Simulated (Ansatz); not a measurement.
# Geometry relaxation of W (part 1 of 3)

- system: W (slab, 16 atoms in the cell)
- method: DFT PBE+D3(BJ), scalar-relativistic, plane waves, PAW, no spin polarisation (Ansatz 0.2.0)

The structure derives from an entry of the Crystallography Open Database. The input holds or restrains some coordinates. Forces given for the steps count only the free coordinates. It belongs to a series of runs on one base structure; here: clean slab, lower planes held. Figures and captions count atoms from 1; the log counts them from 0 in places.

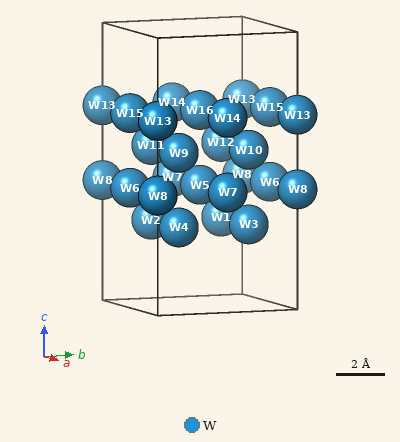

The input geometry (spheres-only view of the cell of the calculation, with the vacuum cut short, seen slightly off an axis; atoms are numbered from 1 in the order of the input). An atom can appear more than once, as a periodic image.

Key numbers:

```json
{"quantity": "outcome", "value": "converged under the restraints of the input"}
{"quantity": "electrons treated", "value": "224"}
{"quantity": "free energy", "value": "−166143.2098 eV"}
{"quantity": "work function, top face", "value": "4.02 eV"}
{"quantity": "work function, bottom face", "value": "4.16 eV"}
{"quantity": "Fermi energy", "value": "4.120 eV"}
{"quantity": "gap on the k-point mesh", "value": "none (metallic)"}
{"quantity": "final volume", "value": "828.04 Å³"}
{"quantity": "work function (upper face)", "value": "4.02 eV"}
{"quantity": "largest force (length of the vector) at the end, held atoms and coordinates included", "value": "1.845 eV/Å"}
{"quantity": "hardware", "value": "4 threads of Intel Xeon @ 2.70GHz, 189 GiB of memory available, shared host"}
{"quantity": "wall time", "value": "67 s (CPU time 4.1 min)"}
{"quantity": "peak memory", "value": "1.7 GiB"}
```

The program warns: the exchange-correlation potential is rough where the density is thin. Spin–orbit coupling is left out, which matters for W.

Input:
```yaml
crystal:
  lattice:
    - [6.3187499463, 0.0, 0.0]
    - [0.0, 6.3187499463, 0.0]
    - [0.0, 0.0, 20.7390624597]
  atoms:
    - { symbol: W, position: [0.25, 0.75, 0.3857454991] }
    - { symbol: W, position: [0.25, 0.25, 0.3857454991] }
    - { symbol: W, position: [0.75, 0.75, 0.3857454991] }
    - { symbol: W, position: [0.75, 0.25, 0.3857454991] }
    - { symbol: W, position: [0.5, 0.5, 0.4619151664] }
    - { symbol: W, position: [0.5, 0.0, 0.4619151664] }
    - { symbol: W, position: [0.0, 0.5, 0.4619151664] }
    - { symbol: W, position: [0.0, 0.0, 0.4619151664] }
    - { symbol: W, position: [0.75, 0.25, 0.5380848336] }
    - { symbol: W, position: [0.75, 0.75, 0.5380848336] }
    - { symbol: W, position: [0.25, 0.25, 0.5380848336] }
    - { symbol: W, position: [0.25, 0.75, 0.5380848336] }
    - { symbol: W, position: [0.0, 0.0, 0.6142545009] }
    - { symbol: W, position: [0.0, 0.5, 0.6142545009] }
    - { symbol: W, position: [0.5, 0.0, 0.6142545009] }
    - { symbol: W, position: [0.5, 0.5, 0.6142545009] }
basis:
  ecutwfc: 420
kpoints:
  mp_grid: { grid: [3, 3, 1] }
hamiltonian:
  xc: pbe
  dispersion: d3bj
scf:
  occupations: { method: gaussian, width: 0.1 }
output:
  forces: true
  eigenvalues: true
  write_density: true
  write_potential: true
  elf: true
  volumetric_format: npy
relax:
  adjacent_minimum: "off"
  f_tol: 0.03
  max_steps: 70
  constraints: [{ sites: [0, 1, 2, 3, 4, 5, 6, 7] }]
efield:
  axis: 3
  dipole_correction: true
  ramp_width: 0.04
```

Launch command:
```bash
ansatz run input.yaml --threads 4 --pin off --max-ram 10240MiB --backend cpu --events-out ev --progress --plain --runs-dir out
```

What the program printed:
```
Engine: ansatz 0.2.0, x86_64-unknown-linux-gnu
Pseudopotentials: kind: paw
Pseudopotential: W, paw, valence charge 14, recommended cutoff 420 eV (normal), W.paw.azcp
Functional definition: PBE
  parameter kappa = 0.804
  parameter beta = 0.06672455060314922
  exchange = pbe_x(kappa = kappa, mu = beta*pi^2/3)
  correlation = pbe_c(beta = beta)
Crystal: 16 atoms, lattice volume = 828.040 Å³
Basis set: ecut = 420 eV, 16217 PW (Γ), exchange–correlation on 90×90×288 points (8 copies of the dense FFT grid, shifted against one another)
Bands: 135, of which v1, the nominal top of the filled ones, is band 112 counted from 1 (111 counted from 0)
Symmetry: 32 space group operations
k-points: 3 of 9
Non-local potential: W, projectors of the file, l = 0: 3, l = 1: 2, l = 2: 2, l = 3: 1
PAW form: soft (Blöchl's): semilocal exchange-correlation on the pseudo side does not see the compensation charge
PAW one-centre angular grid: W, 590 points (default); XC on 64 Gauss nodes
Initial density: superposition of atomic densities (neutral atoms: chi_scale 0, normalization atom), corrected by the library's trained network
Initial wavefunctions: pseudopotential atomic-orbital guess
Functional: x = pbe(κ = 0.804, μ = 0.2195149727645171), c = pbe(β = 0.06672455060314922)
SCF iter   1: F=—  HF=-166142.737390 eV  |F-HF|=—  |Δ(HF+E_count)|=         —  Δρ=5.86e-3  dr2=9.97e-1  ethr=1.77e-3  p=0.000 e·Å  D=4.36e-14 V/Å  ΔV_dip=-0.00 eV  dr2_dipole=1.87e-10  V_vac-E_F(+/−)=4.43/4.43 eV  ⟨swp⟩=10.3  Hψ=2063  notcnv=0
efield: sawtooth ramp at fractional position 0.9800 (placed from the atoms, in the widest stretch of the axis that holds none; the zero of the levels goes with the place), width 0.0400; the density the first Hamiltonian is built on has a dipole p = 0.000 e·Å; the dipole correction subtracts the counter field D = 4.36e-14 V/Å, which shifts the + side's vacuum level by -0.00 eV against the − side's; the planar-averaged density in the ramp window peaks in size at 3.5e-5 e/Å³
preconditioner: auto → LDOS  [metal: Δε(μ)=0.109 eV  Ē_g=4.011 eV  σ=0.100 eV  W_gap=0.50  n_scr=138 (ndim 8)  ℏωp=12.6 eV  f_vac=0.580  D(μ)=6.99/eV (n_scr^D=28)  β→1.0]
SCF iter   2: F=—  HF=-166142.666660 eV  |F-HF|=—  |Δ(HF+E_count)|=   7.07e-2  Δρ=3.30e-3  dr2=6.23e-1  ethr=4.45e-4  p=0.000 e·Å  D=7.55e-6 V/Å  ΔV_dip=-0.00 eV  dr2_dipole=9.75e-8  V_vac-E_F(+/−)=4.17/4.17 eV  ⟨swp⟩=3.3  Hψ=679  notcnv=0  defer=35
SCF iter   3: F=—  HF=-166142.612611 eV  |F-HF|=—  |Δ(HF+E_count)|=   5.40e-2  Δρ=7.87e-4  dr2=4.55e-2  ethr=2.78e-4  p=0.000 e·Å  D=1.25e-5 V/Å  ΔV_dip=-0.00 eV  dr2_dipole=2.45e-12  V_vac-E_F(+/−)=4.24/4.24 eV  ⟨swp⟩=2.0  Hψ=541  notcnv=0  defer=35
SCF iter   4: F=—  HF=-166142.611529 eV  |F-HF|=—  |Δ(HF+E_count)|=   1.08e-3  Δρ=5.21e-4  dr2=6.86e-3  ethr=2.03e-5  p=0.000 e·Å  D=1.77e-6 V/Å  ΔV_dip=-0.00 eV  dr2_dipole=3.57e-7  V_vac-E_F(+/−)=4.19/4.19 eV  ⟨swp⟩=2.3  Hψ=516  notcnv=0  defer=35
SCF iter   5: F=—  HF=-166142.611313 eV  |F-HF|=—  |Δ(HF+E_count)|=   2.16e-4  Δρ=2.35e-4  dr2=1.61e-3  ethr=3.06e-6  p=0.000 e·Å  D=4.14e-6 V/Å  ΔV_dip=-0.00 eV  dr2_dipole=7.03e-9  V_vac-E_F(+/−)=4.16/4.16 eV  ⟨swp⟩=2.3  Hψ=539  notcnv=0  defer=31
SCF iter   6: F=—  HF=-166142.611271 eV  |F-HF|=—  |Δ(HF+E_count)|=   4.20e-5  Δρ=7.74e-5  dr2=1.57e-4  ethr=7.18e-7  p=0.000 e·Å  D=3.38e-6 V/Å  ΔV_dip=-0.00 eV  dr2_dipole=1.04e-9  V_vac-E_F(+/−)=4.15/4.15 eV  ⟨swp⟩=2.0  Hψ=489  notcnv=0  defer=31
SCF iter   7: F=—  HF=-166142.611292 eV  |F-HF|=—  |Δ(HF+E_count)|=   2.06e-5  Δρ=3.31e-5  dr2=3.38e-5  ethr=7.03e-8  p=0.000 e·Å  D=1.27e-6 V/Å  ΔV_dip=-0.00 eV  dr2_dipole=3.94e-9  V_vac-E_F(+/−)=4.14/4.14 eV  ⟨swp⟩=2.0  Hψ=471  notcnv=0  defer=31
SCF iter   8: F=-166142.611293 eV  HF=-166142.611293 eV  |F-HF|=4.01e-7  |Δ(HF+E_count)|=   1.87e-6  Δρ=6.85e-6  dr2=9.57e-7  ethr=1.00e-8  p=0.000 e·Å  D=1.41e-6 V/Å  ΔV_dip=-0.00 eV  dr2_dipole=3.60e-9  V_vac-E_F(+/−)=4.14/4.14 eV  ⟨swp⟩=29.0  Hψ=4632  notcnv=0
SCF 1 converged in 8 iterations: F = -166142.611293 eV  dr2 = 9.57e-7
  greatest PAW one-centre occupation: 1.000 electrons in one spin orbital (limit 2), on the W atom at site 7 (counted from 0), in its partial waves of l = 0
relax step   1: F+E_penalty+E_count = -166142.61129308 eV  Δ(F+E_penalty+E_count) = +0.000e0 eV  max|allowed force component| = 2.055e0 eV/Å  Δτ_max = 0.0000 Å  (8 SCF iters, dr2 threshold 2.25e-5 eV, accepted)
Initial density: handed on by an earlier stage of this run
Initial wavefunctions: those handed on with the density
SCF iter   1: F=—  HF=-166142.593306 eV  |F-HF|=—  |Δ(HF+E_count)|=         —  Δρ=1.45e-2  dr2=9.98e0  ethr=3.10e-3  p=0.000 e·Å  D=4.05e-6 V/Å  ΔV_dip=-0.00 eV  dr2_dipole=2.26e0  V_vac-E_F(+/−)=4.26/4.26 eV  ⟨swp⟩=7.3  Hψ=1051  notcnv=0  defer=16
efield: sawtooth ramp at fractional position 0.9800 (handed on by an earlier solve), width 0.0400; the density the first Hamiltonian is built on has a dipole p = 0.000 e·Å; the dipole correction subtracts the counter field D = 4.05e-6 V/Å, which shifts the + side's vacuum level by -0.00 eV against the − side's; the planar-averaged density in the ramp window peaks in size at 4.2e-6 e/Å³
preconditioner: auto → LDOS  [metal: Δε(μ)=0.014 eV  Ē_g=4.202 eV  σ=0.100 eV  W_gap=0.08  n_scr=138 (ndim 8)  ℏωp=12.6 eV  f_vac=0.591  D(μ)=29.92/eV (n_scr^D=252)  β→1.0]
SCF iter   2: F=—  HF=-166142.348563 eV  |F-HF|=—  |Δ(HF+E_count)|=   2.45e-1  Δρ=6.31e-3  dr2=1.27e0  ethr=3.10e-3  p=0.058 e·Å  D=1.26e-2 V/Å  ΔV_dip=-0.26 eV  dr2_dipole=3.47e-2  V_vac-E_F(+/−)=3.90/4.16 eV  ⟨swp⟩=2.0  Hψ=607  notcnv=0  defer=41
SCF iter   3: F=—  HF=-166142.237724 eV  |F-HF|=—  |Δ(HF+E_count)|=   1.11e-1  Δρ=2.06e-3  dr2=1.07e-1  ethr=5.69e-4  p=0.029 e·Å  D=6.44e-3 V/Å  ΔV_dip=-0.13 eV  dr2_dipole=7.84e-3  V_vac-E_F(+/−)=4.06/4.20 eV  ⟨swp⟩=2.7  Hψ=535  notcnv=0  defer=43
SCF iter   4: F=—  HF=-166142.223613 eV  |F-HF|=—  |Δ(HF+E_count)|=   1.41e-2  Δρ=4.91e-4  dr2=3.18e-3  ethr=4.78e-5  p=0.036 e·Å  D=7.84e-3 V/Å  ΔV_dip=-0.16 eV  dr2_dipole=2.25e-7  V_vac-E_F(+/−)=4.04/4.20 eV  ⟨swp⟩=3.0  Hψ=632  notcnv=0  defer=44
SCF iter   5: F=—  HF=-166142.224062 eV  |F-HF|=—  |Δ(HF+E_count)|=   4.49e-4  Δρ=1.54e-4  dr2=3.65e-4  ethr=1.42e-6  p=0.036 e·Å  D=7.88e-3 V/Å  ΔV_dip=-0.16 eV  dr2_dipole=2.06e-5  V_vac-E_F(+/−)=4.04/4.20 eV  ⟨swp⟩=3.0  Hψ=739  notcnv=0  defer=44
SCF iter   6: F=-166142.224135 eV  HF=-166142.224143 eV  |F-HF|=7.59e-6  |Δ(HF+E_count)|=   8.08e-5  Δρ=4.67e-5  dr2=3.66e-5  ethr=4.46e-8  p=0.036 e·Å  D=7.80e-3 V/Å  ΔV_dip=-0.16 eV  dr2_dipole=3.24e-6  V_vac-E_F(+/−)=4.04/4.20 eV  ⟨swp⟩=47.0  Hψ=5064  notcnv=0
the search or the solves at the SCF's close seem to have found levels that the self-consistency loop had missed (the run counts 1). By its estimate they hold under 1e-12 electrons; where the run keeps them, the occupations were computed again with them
SCF 2 converged in 6 iterations: F = -166142.224135 eV  dr2 = 3.66e-5
  greatest PAW one-centre occupation: 1.000 electrons in one spin orbital (limit 2), on the W atom at site 3 (counted from 0), in its partial waves of l = 0
relax step   2: F+E_penalty+E_count = -166142.22413492 eV  Δ(F+E_penalty+E_count) = +3.872e-1 eV  max|allowed force component| = 2.643e0 eV/Å  Δτ_max = 0.1947 Å  (6 SCF iters, dr2 threshold 1.00e-4 eV, rejected (line search))
iter 1 solved again at ethr=2.98e-4 eV; its pass at ethr=3.10e-3 eV (dr2=6.67e-1 eV) is discarded
SCF iter   1: F=—  HF=-166143.267957 eV  |F-HF|=—  |Δ(HF+E_count)|=         —  Δρ=7.14e-3  dr2=6.69e-1  ethr=2.98e-4  p=0.036 e·Å  D=7.79e-3 V/Å  ΔV_dip=-0.16 eV  dr2_dipole=6.93e-2  V_vac-E_F(+/−)=4.00/4.16 eV  ⟨swp⟩=2.0  Hψ=1485  notcnv=0  defer=28
efield: sawtooth ramp at fractional position 0.9800 (handed on by an earlier solve), width 0.0400; the density the first Hamiltonian is built on has a dipole p = 0.036 e·Å; the dipole correction subtracts the counter field D = 7.79e-3 V/Å, which shifts the + side's vacuum level by -0.16 eV against the − side's; the planar-averaged density in the ramp window peaks in size at 1.1e-6 e/Å³
preconditioner: auto → LDOS  [insulator: Δε(μ)=0.101 eV  Ē_g=4.052 eV  σ=0.100 eV  W_gap=0.53  n_scr=138 (ndim 8)  ℏωp=12.6 eV  f_vac=0.584  D(μ)=12.87/eV (n_scr^D=74)  ε∞_Penn≈10.7  β→1.0]
SCF iter   2: F=—  HF=-166143.247576 eV  |F-HF|=—  |Δ(HF+E_count)|=   2.04e-2  Δρ=2.99e-3  dr2=2.07e-1  ethr=2.98e-4  p=0.017 e·Å  D=3.74e-3 V/Å  ΔV_dip=-0.08 eV  dr2_dipole=4.61e-3  V_vac-E_F(+/−)=4.10/4.18 eV  ⟨swp⟩=2.3  Hψ=621  notcnv=0  defer=28
SCF iter   3: F=—  HF=-166143.210279 eV  |F-HF|=—  |Δ(HF+E_count)|=   3.73e-2  Δρ=1.11e-3  dr2=3.55e-2  ethr=9.25e-5  p=0.036 e·Å  D=7.86e-3 V/Å  ΔV_dip=-0.16 eV  dr2_dipole=5.59e-4  V_vac-E_F(+/−)=4.01/4.17 eV  ⟨swp⟩=2.7  Hψ=673  notcnv=0  defer=28
SCF iter   4: F=—  HF=-166143.205031 eV  |F-HF|=—  |Δ(HF+E_count)|=   5.25e-3  Δρ=2.59e-4  dr2=2.27e-3  ethr=1.58e-5  p=0.033 e·Å  D=7.18e-3 V/Å  ΔV_dip=-0.15 eV  dr2_dipole=1.14e-6  V_vac-E_F(+/−)=4.02/4.17 eV  ⟨swp⟩=2.7  Hψ=595  notcnv=0  defer=33
SCF iter   5: F=—  HF=-166143.204892 eV  |F-HF|=—  |Δ(HF+E_count)|=   1.39e-4  Δρ=8.82e-5  dr2=1.72e-4  ethr=1.01e-6  p=0.032 e·Å  D=6.98e-3 V/Å  ΔV_dip=-0.14 eV  dr2_dipole=1.11e-5  V_vac-E_F(+/−)=4.02/4.16 eV  ⟨swp⟩=2.7  Hψ=535  notcnv=0  defer=33
SCF iter   6: F=—  HF=-166143.204927 eV  |F-HF|=—  |Δ(HF+E_count)|=   3.46e-5  Δρ=3.93e-5  dr2=2.56e-5  ethr=7.70e-8  p=0.032 e·Å  D=6.98e-3 V/Å  ΔV_dip=-0.14 eV  dr2_dipole=1.56e-7  V_vac-E_F(+/−)=4.02/4.16 eV  ⟨swp⟩=2.7  Hψ=615  notcnv=0  defer=33
SCF iter   7: F=—  HF=-166143.205055 eV  |F-HF|=—  |Δ(HF+E_count)|=   1.28e-4  Δρ=1.48e-5  dr2=3.02e-6  ethr=1.14e-8  p=0.032 e·Å  D=6.96e-3 V/Å  ΔV_dip=-0.14 eV  dr2_dipole=3.61e-8  V_vac-E_F(+/−)=4.02/4.16 eV  ⟨swp⟩=2.7  Hψ=552  notcnv=0  defer=38
SCF iter   8: F=—  HF=-166143.205057 eV  |F-HF|=—  |Δ(HF+E_count)|=   2.13e-6  Δρ=4.08e-6  dr2=3.64e-7  ethr=1.35e-9  p=0.032 e·Å  D=6.95e-3 V/Å  ΔV_dip=-0.14 eV  dr2_dipole=7.64e-9  V_vac-E_F(+/−)=4.02/4.16 eV  ⟨swp⟩=2.3  Hψ=549  notcnv=0  defer=38
SCF iter   9: F=-166143.205057 eV  HF=-166143.205057 eV  |F-HF|=5.88e-8  |Δ(HF+E_count)|=   2.40e-7  Δρ=1.44e-6  dr2=8.01e-8  ethr=4.46e-11  p=0.032 e·Å  D=6.95e-3 V/Å  ΔV_dip=-0.14 eV  dr2_dipole=8.38e-10  V_vac-E_F(+/−)=4.02/4.16 eV  ⟨swp⟩=24.7  Hψ=3840  notcnv=0
the search or the solves at the SCF's close seem to have found levels that the self-consistency loop had missed (the run counts 1). By its estimate they hold under 1e-12 electrons; where the run keeps them, the occupations were computed again with them
SCF 3 converged in 9 iterations: F = -166143.205057 eV  dr2 = 8.01e-8
relax step   3: F+E_penalty+E_count = -166143.20505692 eV  Δ(F+E_penalty+E_count) = -5.938e-1 eV  max|allowed force component| = 1.625e-1 eV/Å  Δτ_max = 0.0948 Å  (9 SCF iters, accepted)
```
